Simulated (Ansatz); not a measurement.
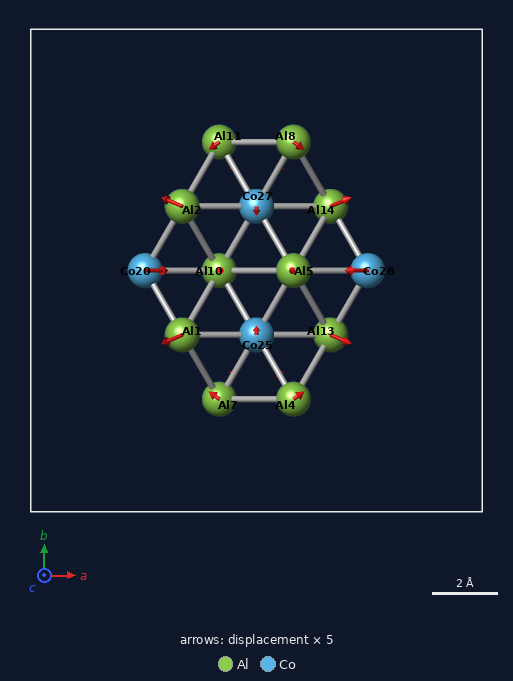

A relaxation of a wire of composition AlCo. The starting structure is drawn; red arrows show the displacements (the part carried along by the change of the cell is left out), magnified 5 times.

The picture is a ball-and-stick view of the cell of the calculation, with the vacuum cut short, seen along the c axis.

Case: wire along [1 1 1], 28 atoms a period.

Method: DFT PBEsol, scalar-relativistic, plane waves, PAW (Ansatz 0.2.0).

Input
```yaml
crystal:
  lattice:
    - [15.9, 0.0, 0.0]
    - [0.0, 17.3, 0.0]
    - [0.0, 0.0, 4.8888615574]
  atoms:
    - { symbol: Al, position: [0.3550546264, 0.3846318281, 0.0] }
    - { symbol: Al, position: [0.3550546264, 0.6153681719, 0.0] }
    - { symbol: Al, position: [0.2825819397, 0.5, 0.3333333333] }
    - { symbol: Al, position: [0.5724726868, 0.2692636563, 0.0] }
    - { symbol: Al, position: [0.5724726868, 0.5, 0.0] }
    - { symbol: Al, position: [0.5, 0.3846318281, 0.3333333333] }
    - { symbol: Al, position: [0.4275273132, 0.2692636563, 0.6666666667] }
    - { symbol: Al, position: [0.5724726868, 0.7307363437, 0.0] }
    - { symbol: Al, position: [0.5, 0.6153681719, 0.3333333333] }
    - { symbol: Al, position: [0.4275273132, 0.5, 0.6666666667] }
    - { symbol: Al, position: [0.4275273132, 0.7307363437, 0.6666666667] }
    - { symbol: Al, position: [0.7174180603, 0.5, 0.3333333333] }
    - { symbol: Al, position: [0.6449453736, 0.3846318281, 0.6666666667] }
    - { symbol: Al, position: [0.6449453736, 0.6153681719, 0.6666666667] }
    - { symbol: Co, position: [0.4275273132, 0.2692636563, 0.1666666667] }
    - { symbol: Co, position: [0.4275273132, 0.5, 0.1666666667] }
    - { symbol: Co, position: [0.3550546264, 0.3846318281, 0.5] }
    - { symbol: Co, position: [0.4275273132, 0.7307363437, 0.1666666667] }
    - { symbol: Co, position: [0.3550546264, 0.6153681719, 0.5] }
    - { symbol: Co, position: [0.2825819397, 0.5, 0.8333333333] }
    - { symbol: Co, position: [0.6449453736, 0.3846318281, 0.1666666667] }
    - { symbol: Co, position: [0.5724726868, 0.2692636563, 0.5] }
    - { symbol: Co, position: [0.6449453736, 0.6153681719, 0.1666666667] }
    - { symbol: Co, position: [0.5724726868, 0.5, 0.5] }
    - { symbol: Co, position: [0.5, 0.3846318281, 0.8333333333] }
    - { symbol: Co, position: [0.5724726868, 0.7307363437, 0.5] }
    - { symbol: Co, position: [0.5, 0.6153681719, 0.8333333333] }
    - { symbol: Co, position: [0.7174180603, 0.5, 0.8333333333] }
basis:
  ecutwfc: 420
kpoints:
  mp_grid: { grid: [1, 1, 11] }
hamiltonian:
  xc: pbesol
scf:
  occupations: { method: gaussian, width: 0.05 }
output:
  forces: true
  stress: true
  eigenvalues: true
  populations: true
  write_density: true
  write_potential: true
  elf: true
  volumetric_format: npy
relax:
  adjacent_minimum: "off"
  f_tol: 0.02
  max_steps: 45
  cell: { fix: [a, b, alpha, beta, gamma], stress_tol: 0.03 }
```

Command:
```bash
ansatz run input.yaml --threads 4 --pin off --max-ram 11264MiB --backend cpu --events-out ev --progress --plain --runs-dir out
```

Atoms of which element are displaced furthest, and by how much?

Cobalt: up to 0.22 Å, against 0.16 Å for aluminium.

What happened in the run?

After 4 accepted moves (5 points after the start) the energy has fallen by 1.158 eV per cell of the calculation. The largest force component goes from 1.2 to 0.014 eV/Å. At 1 point the geometry stayed and the basis and grid were re-selected for the new cell (energy shift of 4.6 meV per cell of the calculation at most each time). The largest moves relative to the centre of the atoms, 0.22 Å, are those of Co15, Co18, Co22 and Co26. By element the largest moves are Co 0.22 Å, Al 0.16 Å. Along the periodic axis the drawn cell goes c 4.889 → 4.758 Å (−2.7 %). Near-neighbour distances that change, for instance: Co15–Co22 2.823 → 2.636 Å, Co15–Co25 2.823 → 2.653 Å, Al10–Co20 2.444 → 2.296 Å, Al6–Co15 2.444 → 2.313 Å.

Limits of the set-up: an element that often carries a moment was run without spin polarisation.
